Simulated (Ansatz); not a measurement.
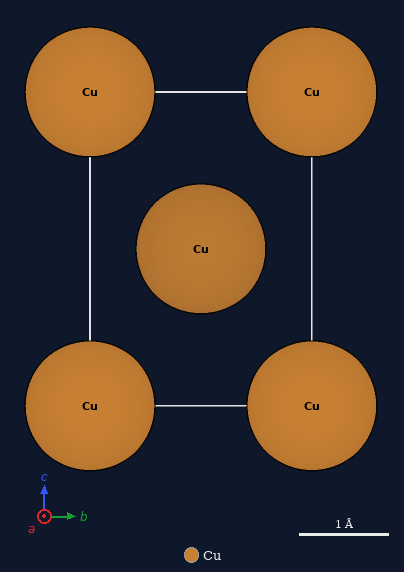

Solid Cu (set up in Immm), before the relaxation. A spheres-only model of the cell of the calculation, seen along the a axis.

Case: uniaxial strain along a of +2.0 %; b, c and atoms relaxed.

Theory: Ansatz 0.2.0, DFT r2SCAN, scalar-relativistic, plane waves, PAW.

Input file:
```yaml
crystal:
  lattice:
    - [1.8240977378, 1.8240977378, 0.0]
    - [-1.7793894599, 1.7793894599, 0.0]
    - [0.0, 0.0, 3.5587789199]
  atoms:
    - { symbol: Cu, position: [0.0, 0.0, 0.0] }
    - { symbol: Cu, position: [0.5, 0.5, 0.5] }
basis:
  ecutwfc: 500
kpoints:
  mp_grid: { grid: [20, 20, 14] }
hamiltonian:
  xc: r2scan
scf:
  occupations: { method: gaussian, width: 0.1 }
output:
  forces: true
  stress: true
  eigenvalues: true
relax:
  adjacent_minimum: "off"
  f_tol: 0.008
  max_steps: 40
  cell: { stress_tol: 0.015, fix: [a, angles] }
```

Command:
```bash
ansatz run input.yaml --threads 1 --pin off --max-ram 2560MiB --backend cpu --events-out ev --progress --plain --runs-dir out
```

Q: Where does the relaxation end?

A: The atoms keep their places relative to the cell (all moves are under 0.005 Å). Cell: a unchanged at 2.580 Å, b 2.516 → 2.540 Å (+0.9 %), c 3.559 → 3.513 Å (−1.3 %). Volume −0.4 %. Some distances before and after: Cu1–Cu1 2.516 → 2.540 Å, Cu1–Cu2 2.532 → 2.522 Å. The space group stays Immm (No. 71). Over 4 accepted moves (5 points after the start) the energy falls by 0.8 meV per atom. All forces vanish by symmetry, so only the cell relaxes. Pressure: −1.47 GPa at the start and −0.92 GPa at the end. The SCF was repeated once at an unchanged geometry on a basis and grid sized afresh for the cell, which shifted the energy by less than 0.05 meV per atom at most.

History of the run:

| step | E − E(0), meV/atom | pressure, GPa | volume, Å³/atom | note |
| --- | --- | --- | --- | --- |
| 0 | 0.00 | -1.47 | 11.551 |  |
| 1 | -0.33 | -1.31 | 11.539 |  |
| 2 | -0.79 | -1.25 | 11.533 |  |
| 3 | -0.83 | -0.82 | 11.502 |  |
| 4 | -0.83 | -0.92 | 11.509 |  |
| 5 | -0.82 | -0.92 | 11.509 | same geometry, new basis |

After the run, drawn alike:

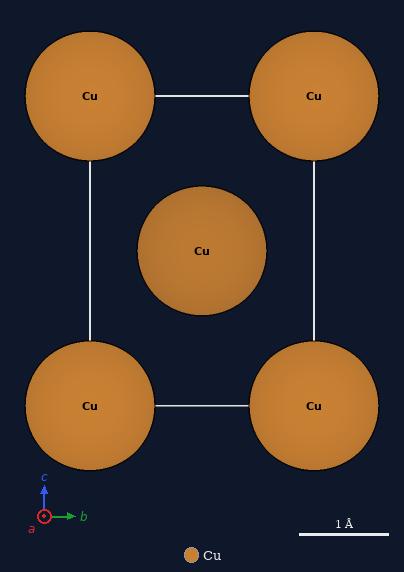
